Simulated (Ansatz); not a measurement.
# Nudged elastic band, with input and output: TiSi16 (part 3 of 3)

The same run, continued: TiSi16 (defect cell, 17 atoms in the cell); DFT PBE-D3(BJ), scalar-relativistic, plane waves, PAW, PAW set soft_1, no spin polarisation (Ansatz 0.2.0); cutoff 420 eV, 2×2×2 k-mesh, Fermi–Dirac smearing of 0.02 eV. It belongs to a series of runs on one base structure; here: band between the two ends.

Geometry of the input (Å; fractional positions):
```
0.0000  5.4300  5.4300
5.4300  0.0000  5.4300
5.4300  5.4300  0.0000
Si 0.0019  -0.0164  0.0142
Si 0.1258  0.1181  0.1385
Si -0.0069  -0.0017  0.5117
Si 0.1258  0.1180  0.6324
Si 0.0015  0.5008  0.0148
Si 0.1216  0.6208  0.1374
Si 0.0008  0.5006  0.4998
Si 0.1255  0.6252  0.6329
Si 0.4990  -0.0020  0.0054
Si 0.6192  0.1183  0.1382
Si 0.4989  -0.0015  0.5113
Si 0.6225  0.1220  0.6349
Si 0.4844  0.5011  0.0145
Si 0.6188  0.6250  0.1389
Si 0.4986  0.4926  0.5121
Si 0.6183  0.6254  0.6327
Ti 0.8719  0.3713  -0.1135
```

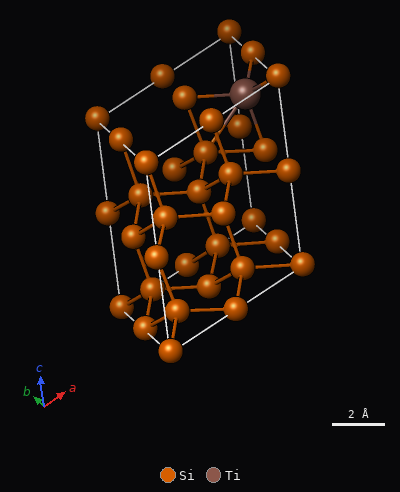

Figure 1. The starting structure (ball-and-stick view of the cell of the calculation, seen slightly off an axis).

### Output, continued
```
  k-point 7: bands = ["-49.2400", "-25.7185", "-25.5802", "-25.5796", "-4.1999", "-4.1700", "-2.4585", "-2.3361", "-2.3118", "-2.2241", "-2.0731", "-2.0699", "0.2393", "0.4076", "0.5792", "0.6114", "0.7025", "0.7803", "2.7995", "2.9996", "3.2464", "3.2741", "3.3743", "3.4234", "3.4348", "3.5835", "4.4737", "4.4871", "4.6652", "4.6953", "4.7932", "4.9993", "5.8254", "6.1060", "6.1122", "6.4853", "6.7734", "7.5751", "7.9263", "8.1958", "8.2010", "8.3928", "8.4350", "8.5512", "8.8345", "8.8851", "8.9566", "9.5715", "10.2214", "10.5696", "10.7006", "10.8391", "11.2383", "11.3226", "11.5115"]
this run last wrote the band of iteration 6 to [file]
--- NEB band (7 images, 6 band iterations, 448 SCF iterations) ---
  forward barrier  = 1.710024 eV
  backward barrier = 1.709988 eV
  lagrangian_above_aufbau_ev (what the smearing adds, to first order; not taken off the barriers): saddle image -0.015798 eV, end points -0.015840 and -0.014742 eV
  climbing image's point = a first-order saddle point (lowest curvatures found: -4.28 and 0.14 eV/Å²)
  energies are F+E_penalty+E_count in eV, relative to image 0
  image     s (Å)  Δ vs image 0  max|band force component| (eV/Å)
      0    0.0000      0.000000                                 —
      1    0.5290      0.132506                          1.057e-2
      2    1.0582      1.040083                          2.856e-2
  *   3    1.5876      1.710024                          3.152e-2
      4    2.1285      1.018542                          2.377e-2
      5    2.6691      0.116099                          9.058e-3
      6    3.2094      0.000036                                 —
  saddle-point geometry (image 3):
  cell:  # Å, volume = 320.2060 Å³
    - [0.0, 5.43, 5.43]
    - [5.43, 0.0, 5.43]
    - [5.43, 5.43, 0.0]
  atoms:
    - { symbol: Si, position: [0.005336477486651711, -0.031377551785607694, 0.014649791801447038] }
    - { symbol: Si, position: [0.14969412465585186, 0.11319380991139871, 0.12437605168278604] }
    - { symbol: Si, position: [0.0064329850379219525, -0.0006700886346096492, 0.4953391269530096] }
    - { symbol: Si, position: [0.11915189156418259, 0.11194503647975527, 0.6436775475725817] }
    - { symbol: Si, position: [0.005318523999595537, 0.5118361111418963, 0.014648552314290963] }
    - { symbol: Si, position: [0.10194457528067508, 0.6083585639302982, 0.18176640572885006] }
    - { symbol: Si, position: [-0.02329145467843205, 0.48320268246992426, 0.5573118600352984] }
    - { symbol: Si, position: [0.1191495442350442, 0.6256558750770553, 0.6436748103982586] }
    - { symbol: Si, position: [0.5099216464225795, 0.016596541342850546, -0.042706493083700336] }
    - { symbol: Si, position: [0.6066933107256745, 0.11326659067997025, 0.1241282209743102] }
    - { symbol: Si, position: [0.49281717167500433, -0.0005972314746534035, 0.49511948513799087] }
    - { symbol: Si, position: [0.6351453455647231, 0.14173663996401242, 0.5817914028408622] }
    - { symbol: Si, position: [0.46216494523232904, 0.5119073468777346, 0.014400058028614382] }
    - { symbol: Si, position: [0.6066745810897838, 0.656322797330009, 0.12412960697443887] }
    - { symbol: Si, position: [0.49281474509529494, 0.5130739748442799, 0.49511822338149103] }
    - { symbol: Si, position: [0.6054941383647341, 0.6257289771271433, 0.6434555847514993] }
    - { symbol: Ti, position: [0.8059927182483861, 0.31253588971854357, 0.06935348950797171] }
```

### The last band as extended XYZ (Å, eV, eV/Å)
```
17
Lattice="0.0000 5.4300 5.4300 5.4300 0.0000 5.4300 5.4300 5.4300 0.0000" Properties=species:S:1:pos:R:3:forces:R:3 image=0 energy=-12676.06554
Si   -0.0115    0.0876   -0.0785    0.0034   0.0030  -0.0029
Si    1.3933    1.4351    1.3239   -0.0021  -0.0086   0.0054
Si    2.7696    2.7411   -0.0465    0.0015  -0.0014  -0.0109
Si    4.0748    4.1171    1.3237    0.0033   0.0058  -0.0029
Si    2.7999    0.0884    2.7274    0.0017   0.0005  -0.0054
Si    4.1168    1.4064    4.0314    0.0052   0.0021  -0.0009
Si    5.4322    2.7183    2.7225   -0.0142  -0.0134   0.0125
Si    6.8317    4.1181    4.0761    0.0039   0.0016   0.0022
Si    0.0186    2.7389    2.6983    0.0116   0.0013   0.0063
Si    1.3926    4.1128    4.0047   -0.0057  -0.0076   0.0080
Si    2.7683    5.4853    2.7010    0.0074   0.0115  -0.0055
Si    4.1098    6.8273    4.0425   -0.0031  -0.0034   0.0044
Si    2.7996    2.7092    5.3511    0.0019   0.0051  -0.0007
Si    4.1476    4.1140    6.7534   -0.0121   0.0006   0.0009
Si    5.4557    5.4880    5.3822   -0.0071   0.0008  -0.0061
Si    6.8312    6.7928    6.7532    0.0063   0.0013  -0.0010
Ti    1.3997    4.1182    6.7506   -0.0020   0.0008  -0.0033
17
Lattice="0.0000 5.4300 5.4300 5.4300 0.0000 5.4300 5.4300 5.4300 0.0000" Properties=species:S:1:pos:R:3:forces:R:3 image=1 energy=-12675.93304
Si   -0.0049    0.1327   -0.1374    0.1448  -0.0059   0.0062
Si    1.3324    1.4594    1.3874    0.0632  -0.0287  -0.0628
Si    2.7195    2.7472    0.0003    0.0537   0.0207  -0.0538
Si    4.0941    4.1722    1.2530    0.0064   0.0073  -0.0074
Si    2.8577    0.1324    2.7242   -0.0069  -0.0054  -0.1450
Si    4.2359    1.5118    3.9137   -0.0780  -0.0788   0.0780
Si    5.5462    2.8219    2.6033   -0.1123  -0.1124   0.1122
Si    6.8968    4.1720    4.0555    0.0074   0.0072  -0.0069
Si   -0.0917    2.6132    2.8114    0.0806   0.0809  -0.0804
Si    1.3319    4.0372    3.9660    0.0635   0.0629   0.0278
Si    2.7191    5.4242    2.6781    0.0541   0.0544  -0.0209
Si    3.9920    6.6969    4.1578    0.0878   0.0878  -0.0876
Si    2.8570    2.7001    5.2932   -0.0060   0.1453   0.0054
Si    4.1840    4.0371    6.8177   -0.0268   0.0630  -0.0633
Si    5.4718    5.4242    5.4307    0.0212   0.0545  -0.0541
Si    6.8963    6.7991    6.6836    0.0077   0.0074  -0.0076
Ti    1.5077    4.2132    6.6420   -0.3604  -0.3603   0.3603
17
Lattice="0.0000 5.4300 5.4300 5.4300 0.0000 5.4300 5.4300 5.4300 0.0000" Properties=species:S:1:pos:R:3:forces:R:3 image=2 energy=-12675.02546
Si   -0.0867    0.1389   -0.1576    0.0928   0.1148  -0.1146
Si    1.3016    1.4746    1.4171    0.0920  -0.0545  -0.0918
Si    2.6958    2.7336    0.0228    0.0905   0.0414  -0.0906
Si    4.0999    4.1639    1.2472    0.0234   0.0730  -0.0732
Si    2.8763    0.1387    2.8053    0.1142   0.1149  -0.0934
Si    4.2983    1.5614    3.8503    0.0838   0.0839  -0.0838
Si    5.6429    2.9054    2.5056    0.0169   0.0159  -0.0167
Si    6.9014    4.1639    4.0486    0.0730   0.0728  -0.0233
Si   -0.1350    2.5567    2.8535    0.0801   0.0804  -0.0800
Si    1.3007    3.9931    3.9370    0.0925   0.0922   0.0541
Si    2.6950    5.3872    2.6778    0.0908   0.0909  -0.0418
Si    3.9454    6.6374    4.2030    0.1132   0.1125  -0.1130
Si    2.8753    2.6047    5.2731    0.1143   0.0934  -0.1145
Si    4.2114    3.9930    6.8476   -0.0538   0.0924  -0.0924
Si    5.4707    5.3871    5.4534    0.0418   0.0909  -0.0908
Si    6.9006    6.7916    6.6779    0.0728   0.0231  -0.0728
Ti    1.7673    4.4600    6.3812   -1.1383  -1.1382   1.1388
17
Lattice="0.0000 5.4300 5.4300 5.4300 0.0000 5.4300 5.4300 5.4300 0.0000" Properties=species:S:1:pos:R:3:forces:R:3 image=3 energy=-12674.35552
Si   -0.0908    0.1085   -0.1414   -0.0066   0.0025  -0.0024
Si    1.2900    1.4882    1.4275   -0.0024   0.0110   0.0022
Si    2.6861    2.7246    0.0313    0.0023   0.0293  -0.0023
Si    4.1030    4.1422    1.2549   -0.0314  -0.0004   0.0001
Si    2.8588    0.1084    2.8081    0.0025   0.0023   0.0066
Si    4.2904    1.5406    3.8569    0.0030   0.0034  -0.0032
Si    5.6500    2.8997    2.4973    0.0190   0.0192  -0.0191
Si    6.8925    4.1421    4.0443   -0.0001  -0.0003   0.0314
Si   -0.1418    2.5370    2.8590   -0.0050  -0.0051   0.0051
Si    1.2891    3.9684    3.9094   -0.0024  -0.0022  -0.0111
Si    2.6853    5.3645    2.6728    0.0024   0.0026  -0.0293
Si    3.9288    6.6080    4.2185   -0.0218  -0.0225   0.0221
Si    2.8578    2.5877    5.2892    0.0028  -0.0066  -0.0025
Si    4.2379    3.9683    6.8581    0.0111  -0.0023   0.0024
Si    5.4745    5.3645    5.4620    0.0292   0.0028  -0.0026
Si    6.8917    6.7818    6.6855   -0.0001  -0.0312   0.0002
Ti    2.0737    4.7531    6.0736   -0.0024  -0.0025   0.0025
17
Lattice="0.0000 5.4300 5.4300 5.4300 0.0000 5.4300 5.4300 5.4300 0.0000" Properties=species:S:1:pos:R:3:forces:R:3 image=4 energy=-12675.04700
Si   -0.0641    0.0833   -0.1303    0.0542  -0.0964   0.0961
Si    1.2722    1.4692    1.4440   -0.1150  -0.0960   0.1152
Si    2.6770    2.7149    0.0391   -0.0761  -0.0284   0.0761
Si    4.1064    4.1191    1.2638   -0.0381  -0.0878   0.0879
Si    2.8465    0.0832    2.7802   -0.0962  -0.0964  -0.0549
Si    4.2829    1.5200    3.8632   -0.0797  -0.0800   0.0796
Si    5.6325    2.8694    2.5136   -0.1173  -0.1169   0.1172
Si    6.8823    4.1190    4.0397   -0.0879  -0.0878   0.0381
Si   -0.1496    2.5162    2.8656   -0.0799  -0.0796   0.0799
Si    1.2712    3.9377    3.9144   -0.1150  -0.1157   0.0963
Si    2.6762    5.3426    2.6684   -0.0760  -0.0758   0.0288
Si    3.9362    6.6027    4.2098   -0.0154  -0.0154   0.0157
Si    2.8457    2.6016    5.3002   -0.0958   0.0557   0.0958
Si    4.2316    3.9375    6.8747   -0.0963  -0.1156   0.1154
Si    5.4776    5.3426    5.4698   -0.0288  -0.0757   0.0759
Si    6.8815    6.7724    6.6944   -0.0877  -0.0376   0.0878
Ti    2.3863    5.0526    5.7597    1.1510   1.1493  -1.1507
17
Lattice="0.0000 5.4300 5.4300 5.4300 0.0000 5.4300 5.4300 5.4300 0.0000" Properties=species:S:1:pos:R:3:forces:R:3 image=5 energy=-12675.94944
Si   -0.0362    0.0364   -0.0980    0.0273  -0.0578   0.0591
Si    1.2924    1.3733    1.4215    0.0110  -0.1303  -0.0094
Si    2.6836    2.7066    0.0308   -0.0060  -0.0034   0.0061
Si    4.1053    4.0797    1.2889   -0.0191  -0.0516   0.0513
Si    2.8130    0.0361    2.7507   -0.0598  -0.0570  -0.0286
Si    4.2346    1.4587    3.9102   -0.0780  -0.0778   0.0777
Si    5.5805    2.8047    2.5641   -0.0860  -0.0855   0.0856
Si    6.8558    4.0797    4.0393   -0.0512  -0.0516   0.0184
Si   -0.0815    2.5708    2.7969    0.0686   0.0706  -0.0693
Si    1.2914    3.9466    3.9953    0.0119   0.0084   0.1288
Si    2.6829    5.3370    2.6621   -0.0051  -0.0053   0.0032
Si    4.0379    6.6908    4.1073    0.1128   0.1103  -0.1115
Si    2.8124    2.6177    5.3327   -0.0587   0.0299   0.0572
Si    4.1503    3.9460    6.8528   -0.1272   0.0091  -0.0104
Si    5.4830    5.3366    5.4619   -0.0033  -0.0049   0.0048
Si    6.8553    6.7591    6.7194   -0.0508  -0.0176   0.0509
Ti    2.6474    5.3004    5.4976    0.3137   0.3144  -0.3139
17
Lattice="0.0000 5.4300 5.4300 5.4300 0.0000 5.4300 5.4300 5.4300 0.0000" Properties=species:S:1:pos:R:3:forces:R:3 image=6 energy=-12676.06551
Si   -0.0008   -0.0396   -0.0376    0.0031  -0.0005  -0.0012
Si    1.3571    1.3582    1.3587   -0.0090   0.0091   0.0099
Si    2.7552    2.7146   -0.0449   -0.0006  -0.0064   0.0025
Si    4.1211    4.0207    1.3362   -0.0085   0.0080  -0.0061
Si    2.7538   -0.0454    2.7153    0.0001   0.0023  -0.0048
Si    4.1205    1.3338    4.0226   -0.0087  -0.0054   0.0080
Si    5.4571    2.6795    2.6818   -0.0039  -0.0066  -0.0043
Si    6.8035    4.0181    4.0193    0.0085   0.0075   0.0072
Si    0.0515    2.6741    2.6727    0.0033  -0.0013  -0.0019
Si    1.3495    3.9917    3.9943    0.0010  -0.0055  -0.0055
Si    2.7489    5.3985    2.6407    0.0044  -0.0026   0.0120
Si    4.1541    6.8005    3.9840    0.0032  -0.0028  -0.0040
Si    2.7475    2.6380    5.4000    0.0042   0.0114  -0.0027
Si    4.1521    3.9834    6.8000    0.0034  -0.0042  -0.0018
Si    5.4972    5.3929    5.3931   -0.0171  -0.0026  -0.0031
Si    6.7976    6.7676    6.7703    0.0148  -0.0004  -0.0036
Ti    2.7579    5.3900    5.3902    0.0018  -0.0001  -0.0007
```

### Results in brief

| quantity | value |
| --- | --- |
| outcome | converged |
| barrier, forward | 1.710 eV |
| barrier, backward | 1.710 eV |
| electrons treated | 76 |
| wall time | 6.4 min |
| peak memory | 0.88 GiB |

### Remarks

The k-point mesh is coarse for a cell of this size, so the results may not be converged.
